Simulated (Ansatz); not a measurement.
**HBr: density, localisation and related maps**

Input

```
crystal:
  lattice:
    - [0.0, 3.7537727679, 3.7539552483]
    - [1.6530955243, 0.0, 3.7539552483]
    - [1.6530955243, 3.7537727679, 0.0]
  atoms:
    - { symbol: H, position: [0.0, 0.0, 0.0] }
    - { symbol: Br, position: [0.5, 0.5, 0.5] }
basis:
  ecutwfc: 420
kpoints:
  mp_grid: { grid: [10, 10, 10] }
hamiltonian:
  xc: pbesol
scf:
  occupations: { method: gaussian, width: 0.02 }
output:
  forces: true
  stress: true
  eigenvalues: true
  write_density: true
  write_potential: true
  elf: true
  volumetric_format: npy
relax:
  adjacent_minimum: "off"
  f_tol: 0.01
  max_steps: 30
  cell: { stress_tol: 0.1, fix: [volume] }
```

Launched as:

```sh
ansatz run input.yaml --threads 1 --pin off --max-ram 2560MiB --backend cpu --events-out ev --progress --plain --runs-dir out
```

Below, planes, directions and counts refer to the conventional cell (a = 5.28 Å, b = 5.28 Å, c = 3.34 Å, α = 90.00°, β = 90.00°, γ = 90.00°).

The fields are those of the run's last geometry, not of the input's.

Space group I4/mmm; changed on purpose from its base cell (volume × 0.94, shape and atoms relaxed).

Theory: DFT PBEsol, scalar-relativistic, plane waves, PAW in Ansatz 0.2.0.

The density is the valence pseudo-density of a PAW calculation; it isn't the true density close to the nuclei.

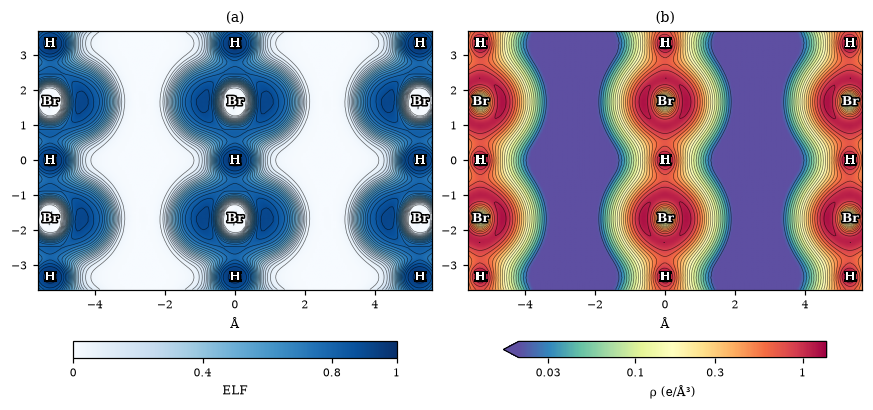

Figure 1. (a) ELF; (b) valence electron density on the (100) plane of the conventional cell.

Question: Interpret the plot.

Answer: The plane passes through H and Br nuclei. Br–H (1.67 Å): the density is about 1 e/Å³ at the midpoint; the ELF climbs to about 0.95 towards the hydrogen, as it does in any bond to H. Between the atoms the lowest density in this plane is 0.003 e/Å³. The ELF also peaks beside Br, away from the bonds: lone-pair regions.

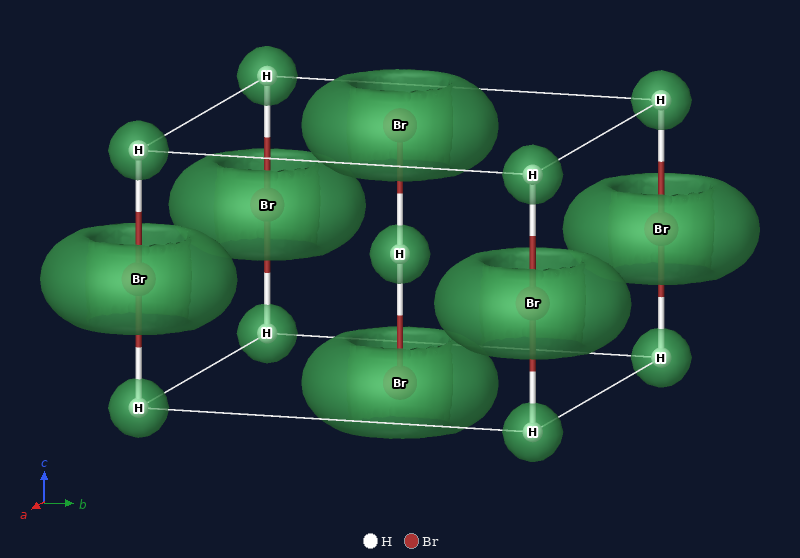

Figure 2. Isosurface of the electron localisation function at 0.85 (green), seen slightly off an axis. Only the valence region is drawn (cores and ρ < 0.01 e/Å³ removed). Sticks mark near contacts.

Question: Describe the localisation domains.

Answer: The surface consists of two regions around hydrogen nuclei and two regions wrapped around Br (the valence shell of each), counted in one cell of 4 atoms. Any copies at cell faces, edges or corners count once.

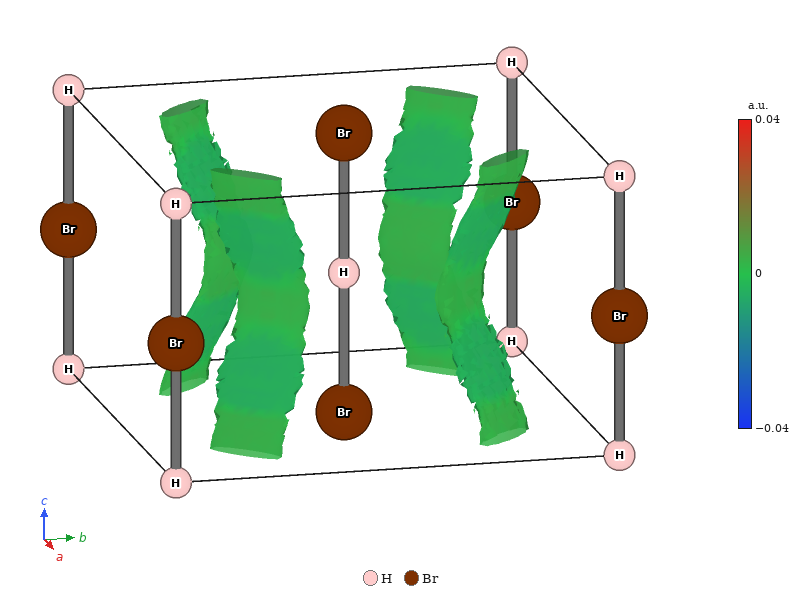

Figure 3. Non-covalent interaction (NCI) plot: the surface where the reduced density gradient is 0.6, for densities under 0.05 a.u., coloured by sign(λ₂)ρ; seen slightly off an axis.

Question: Identify the weak interactions.

Answer: Extended surface: a weak contact (green) (×4).

Question: Metal or insulator at this level of theory?

Answer: It is gapped, with a Kohn–Sham gap of 1.3 eV on the k-point mesh, an upper bound to the gap of this method.
